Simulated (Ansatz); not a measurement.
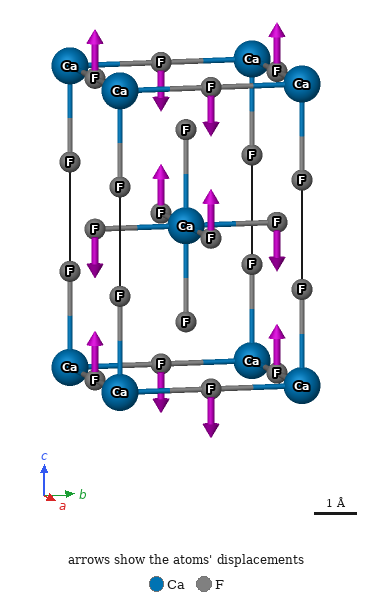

The lowest optical mode of a crystal of CaF$_{4}$ (a generated structure), space group I4/mmm (No. 139), at the zone centre. Displacements are drawn as purple arrows; their common scale and sign are arbitrary. The picture is a ball-and-stick view of the conventional cell (2 times the calculation's cell), seen slightly off an axis. Lengths and directions refer to the drawn axes.

The calculation used DFT PBE+D3(BJ), scalar-relativistic, plane waves, PAW (Ansatz 0.2.0). Set-up: plane-wave cutoff 420 eV; k-point mesh 12 × 12 × 12; occupations gaussian; smearing width 0.2 eV; collinear spin.

The frequencies depend somewhat on the k-mesh and the smearing.

### Is the structure stable against all modes at this point?

No. This is the B₂u mode at 211i cm⁻¹, the lowest optical level, silent by symmetry (neither infrared- nor Raman-active). The Ca and F (4e) atoms stay at rest; all motion is along c; atoms of one kind move against one another, with no net shift of their sublattice; the Ca–F bond lengths don't change to first order, so for these it is a bending, tilting or sliding motion. The frequency is imaginary, so the structure is unstable against this distortion. Freezing in the drawn pattern lowers the space group from I4/mmm to I-4m2 (No. 119). In all, 4 levels are unstable: B₂u 211i cm⁻¹, E_g 184i cm⁻¹, A₂u 86i cm⁻¹, E_u 52i cm⁻¹.
